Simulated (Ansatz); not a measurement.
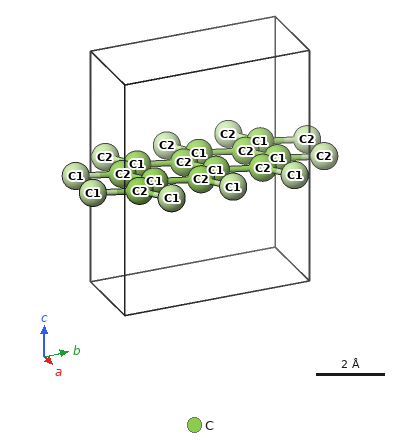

**Figure 1.** The structure (ball-and-stick view of the 2 × 3 repeat of the cell, with the vacuum cut short, seen slightly off an axis; neighbours outside the cell are drawn fainter; atoms are numbered from 1 in the order of the input).

**Run report: C, single-point calculation**

System: C (P6/mmm, 2 atoms in the cell).
Method: DFT r2SCAN, scalar-relativistic, plane waves, PAW, no spin polarisation (Ansatz 0.2.0).

The structure derives from a Materials Project entry. Figures and captions count atoms from 1; the log counts them from 0 in places.

Input:
```yaml
crystal:
  lattice:
    - [2.4561701622, 0.0, 0.0]
    - [-1.2280850811, 2.1271057565, 0.0]
    - [0.0, 0.0, 8.52380336]
  atoms:
    - { symbol: C, position: [0.3333333333, 0.6666666667, 0.0] }
    - { symbol: C, position: [0.6666666667, 0.3333333333, 0.0] }
basis:
  ecutwfc: 500
kpoints:
  mp_grid: { grid: [24, 24, 6] }
hamiltonian:
  xc: r2scan
scf:
  occupations: { method: gaussian, width: 0.15 }
output:
  forces: true
  stress: true
  eigenvalues: true
  write_density: true
  write_potential: true
  elf: true
  volumetric_format: npy
```

Hardware: 1 thread of Oxide Virtual Turin-like (Zen 5), 32 GiB of memory available, shared host.

Launch command:
```bash
ansatz run input.yaml --threads 1 --pin off --max-ram 2560MiB --backend cpu --events-out ev --progress --plain --runs-dir out
```

What the program printed:
```
Engine: ansatz 0.2.0, x86_64-unknown-linux-gnu
Pseudopotentials: kind: paw
Pseudopotential: C, paw, valence charge 4, recommended cutoff 500 eV (meta_gga), C.paw.azcp
Functional definition: r2SCAN
  parameter k0 = 0.174
  parameter k1 = 0.065
  parameter a1 = 4.9479
  exchange = r2scan_x(k0 = k0, k1 = k1, a1 = a1)
  correlation = r2scan_c
Crystal: 2 atoms, lattice volume = 44.533 Å³
Basis set: ecut = 500 eV, 1141 PW (Γ), exchange–correlation on 72×72×256 points (64 copies of the dense FFT grid, shifted against one another)
Bands: 8, of which v1, the nominal top of the filled ones, is band 4 counted from 1 (3 counted from 0)
Symmetry: 24 space group operations
Space group: P6/mmm (ITA 191), of the structure as read, at distance tolerance 3.5e-5 Å
k-points: 244 of 3456
Non-local potential: C, projectors of the file, l = 0: 2, l = 1: 2, l = 2: 1
PAW form: soft (Blöchl's): semilocal exchange-correlation on the pseudo side does not see the compensation charge
PAW frozen core: C, regenerated for the run's functional (the file was generated under x = pbe(κ = 0.804, μ = 0.2195149727645171), c = pbe(β = 0.06672455060314922))
PAW one-centre angular grid: C, 302 points (default); XC on 239 of its mesh's 2573 points in the sphere
Initial density: superposition of atomic densities (neutral atoms: chi_scale 0, normalization atom), corrected by the library's trained network
Initial wavefunctions: pseudopotential atomic-orbital guess
Functional: x = r2scan, c = r2scan; τ floored in thin density (d = 2e-4 eV/Å³)
SCF iter   1: F=—  HF=-503.261055 eV  |F-HF|=—  |Δ(HF+E_count)|=         —  Δρ=5.29e-3  dr2=3.76e-3  dr2_τ=4.15e-1  ethr=1.77e-3  ⟨swp⟩=5.8  Hψ=14323  notcnv=0
preconditioner: auto → none  [metal: Δε(μ)=0.000 eV  Ē_g=17.729 eV  σ=0.150 eV  W_gap=0.00  n_scr=4 (ndim 8)  ℏωp=15.7 eV  f_vac=0.574  D(μ)=0.05/eV (n_scr^D=0)  sad-step TF]
SCF iter   2: F=—  HF=-503.300348 eV  |F-HF|=—  |Δ(HF+E_count)|=   3.93e-2  Δρ=3.66e-3  dr2=1.87e-3  dr2_τ=7.62e-5  ethr=4.69e-5  ⟨swp⟩=2.0  Hψ=5836  notcnv=0
SCF iter   3: F=—  HF=-503.302195 eV  |F-HF|=—  |Δ(HF+E_count)|=   1.85e-3  Δρ=1.13e-3  dr2=3.40e-4  dr2_τ=5.13e-5  ethr=2.34e-5  ⟨swp⟩=2.7  Hψ=3462  notcnv=0
SCF iter   4: F=—  HF=-503.302179 eV  |F-HF|=—  |Δ(HF+E_count)|=   1.54e-5  Δρ=6.55e-4  dr2=8.97e-5  dr2_τ=4.00e-6  ethr=4.25e-6  ⟨swp⟩=1.7  Hψ=2424  notcnv=0
SCF iter   5: F=—  HF=-503.302233 eV  |F-HF|=—  |Δ(HF+E_count)|=   5.39e-5  Δρ=2.93e-4  dr2=1.57e-5  dr2_τ=1.44e-6  ethr=1.12e-6  ⟨swp⟩=2.1  Hψ=3075  notcnv=0
SCF iter   6: F=—  HF=-503.302238 eV  |F-HF|=—  |Δ(HF+E_count)|=   4.27e-6  Δρ=1.05e-4  dr2=2.03e-6  dr2_τ=6.27e-8  ethr=1.96e-7  ⟨swp⟩=1.9  Hψ=2448  notcnv=0
SCF iter   7: F=-503.302238 eV  HF=-503.302238 eV  |F-HF|=3.67e-9  |Δ(HF+E_count)|=   5.76e-7  Δρ=2.24e-5  dr2=9.02e-8  dr2_τ=3.10e-9  ethr=1.25e-9  ⟨swp⟩=10.1  Hψ=15978  notcnv=0
SCF 1 converged in 7 iterations: F = -503.302238 eV  dr2 = 9.02e-8
  greatest PAW one-centre occupation: 0.687 electrons in one spin orbital (limit 2), on the C atom at site 1 (counted from 0), in its partial waves of l = 0
```

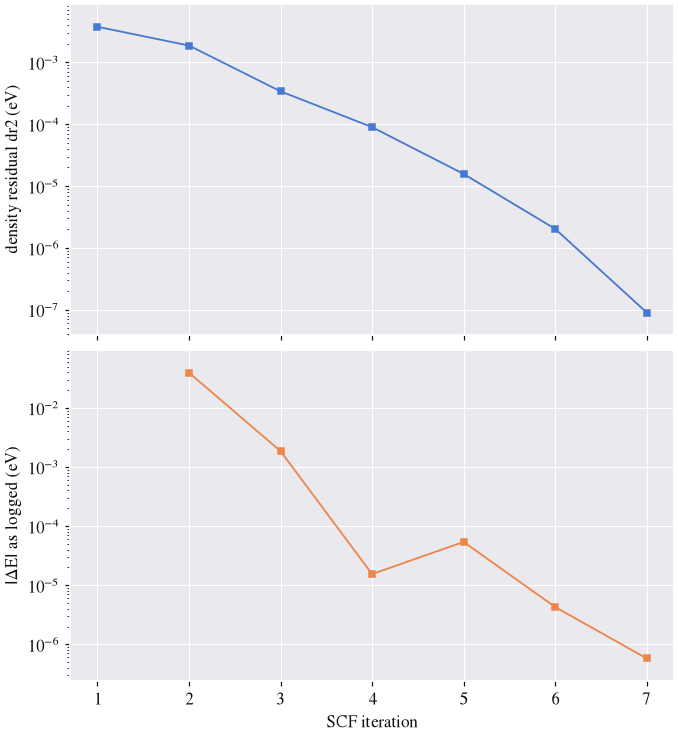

**Figure 2.** Convergence of the self-consistent field: density residual dr2 and size of the energy change against the SCF iteration. The residual falls at every step.

```
WARN: The output density's exchange-correlation potential varies sharply where the density is thin. Do not read a vacuum level from v_tot or v_xc, or from such a field of the output density. On a cell that repeats whose density bears no net charge and no dipole along the vacuum's axis use v_es (v_loc + v_h of the components); under efield.dipole_correction with no amplitude use v_es + v_field, which holds any external_charges[].barrier, or the levels of the report's work_function block, which leave it out; under a non-zero efield.amplitude the vacuum is tilted and has no level; on a cell that repeats and bears such a dipole with no correction it is tilted too, and efield.dipole_correction with no amplitude gives each side of its ramp a level where efield: is served; in a cell that repeats whose density bears a net charge (total_charge, or a fill off its count) it is curved and has none; of a slab under crystal.periodic whose density bears no net charge use v_es, which has a level on each side, short of where the two are joined; of another it falls or rises all the way out and has none; of a slab beside external_charges read slab_vacuum_level instead, which it has where they leave it neutral. The grid or the basis barely resolves most such structure, and the values can differ between equally converged runs; as a rule a tighter scf.convergence.dr2_threshold does not remove it. Where the density itself ripples (under the LDA too) a higher basis.ecutwfc lessens it. The files hold the spikes' plane waves up to the density's cutoff. Files: v_tot_of_output_density and the like, and their columns of v_z.tsv (output.write_potential); v_xc_of_output_density and the like, and their columns of v_comp_z.tsv (output.write_potential_components). Measured: with its Gaussian average of σ = 0.25 Å subtracted twice, the exchange-correlation potential is over 0.1 eV at 1118 of the grid points where the equally averaged density (valence and model cores) is under 1e-3 e/Å³, and 1.45 eV at the most among them, at an averaged density of 3.4e-6 e/Å³. The input density's (outcome.potential() and, of a run that writes arrays, v_tot and v_xc) is over 0.1 eV, so measured, at 1080 points of its own thin density, 1.60 eV at the most. See output.write_potential in the manual, Limitations
SCF converged after 7 iterations
Free energy (F): -503.302238 eV
Harris-Foulkes:  -503.302238 eV  (|F-HF|=3.67e-9)
Internal energy: -503.301650 eV  (E = F + TS)
E sigma→0 (E₀):  -503.301944 eV
Entropy (-TS):   -0.000588 eV (-0.294 meV/atom)
Fermi energy:    0.207450 eV
--- Per-component energies (eV) ---
  E_band       = -76.679297
  E_kinetic    = 181.715028
  E_local      = -1204.838448  (includes V_loc(G=0)·N_el)
  E_nonlocal   = 53.891232
  E_hartree    = 514.725090
  E_xc         = -94.349269
  E_vxc        = -130.813404  (∫ρ·V_xc dr)
  E_paw        = -201.760002  (= ΣΔE_a)
  E_vpaw       = -13.510585  (= ΣTr[D̂ρ^β])
  E_aug_tail   = 0.000011  (compensation charges beyond the density's cutoff)
  E_vtau       = 7.421478  (kinetic-family band-sum trace: ∫τ·v_τ [+ j·A + Jᵃ·Aᵃ] dr)
  E_ewald      = 247.364256
  E_core_change = -0.049547  (= ΣΔE_core)
  E_smearing   = -0.000588  (= −TS)
  E_closure    = 0.000000  (closes the sum)
  Σ components = -503.302238   (vs F -503.302238, Δ=0.00e0)
--- Forces (eV/Å), atoms counted from 1 ---
  atom   1  C      0.00000000    -0.00000000     0.00000000
  atom   2  C      0.00000000     0.00000000     0.00000000
  max |Σ_I F_I| component: 7.40e-17 eV/Å
--- Stress (GPa, compression-positive) ---
       -0.068296       0.000000       0.000000
       -0.000000      -0.068296       0.000000
        0.000000       0.000000      -0.000163
  P = ⅓ Tr σ = -0.0456 GPa (-0.456 kbar)
--- Band table (eV; the first three rows and the last of 244) ---
  k-point 0: bands = ["-20.6671", "-7.9422", "-3.0553", "-3.0553", "3.5695", "6.0178", "7.4971", "8.9477"]
  k-point 1: bands = ["-20.6672", "-7.9423", "-3.0554", "-3.0554", "3.6578", "5.5903", "8.0441", "8.9476"]
  k-point 2: bands = ["-20.6672", "-7.9424", "-3.0554", "-3.0554", "3.9202", "4.9262", "8.9476", "8.9476"]
  k-point 243: bands = ["-13.3367", "-13.3367", "-10.9875", "0.2074", "0.2074", "11.3117", "13.8990", "13.8990"]
```

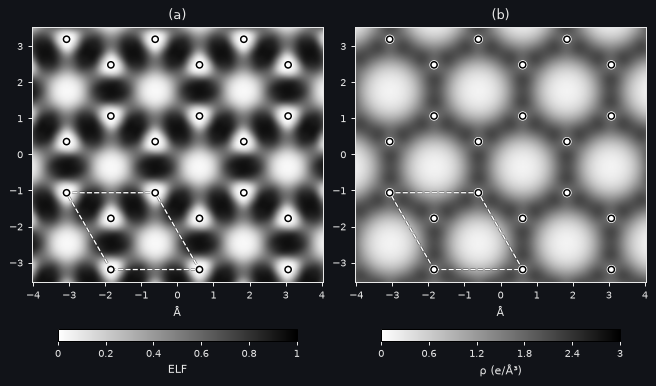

**Figure 3.** (a) electron localisation function; (b) valence electron density on the (001) plane of the conventional cell. Circles mark the nuclei in the plane (C). Atoms in the plane: C. Away from the nuclei the density in this plane falls to 0.15 e/Å³ at its lowest. Core electrons are frozen (PAW), so the fields are smoothed inside the atomic spheres.

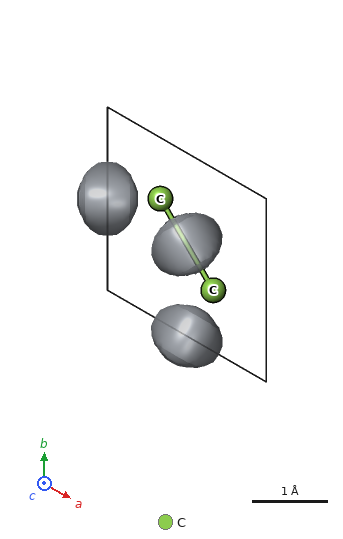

**Figure 4.** Isosurface of the ELF at 0.7 (grey), seen along the c axis. Only the valence region is drawn (cores and ρ < 0.01 e/Å³ removed). Sticks mark near contacts. The outline is the cell set on symmetry axes. Profiles from the grid: C–C (1.42 Å): the ELF peaks at about 0.95 between the atoms, which marks localised, shared-pair bonding.

Summary:

```tsv
quantity	value
outcome	converged
space group (tolerance 0.01 Å)	P6/mmm (191)
electrons treated	8
free energy	−503.3022 eV
Fermi energy	0.207 eV
gap on the k-point mesh	none (metallic)
pressure	−0.05 GPa
largest force (length of the vector)	under 0.001 eV/Å
wall time	7.8 s
peak memory	0.51 GiB
```

Remarks:

The program warns: the exchange-correlation potential is rough where the density is thin.
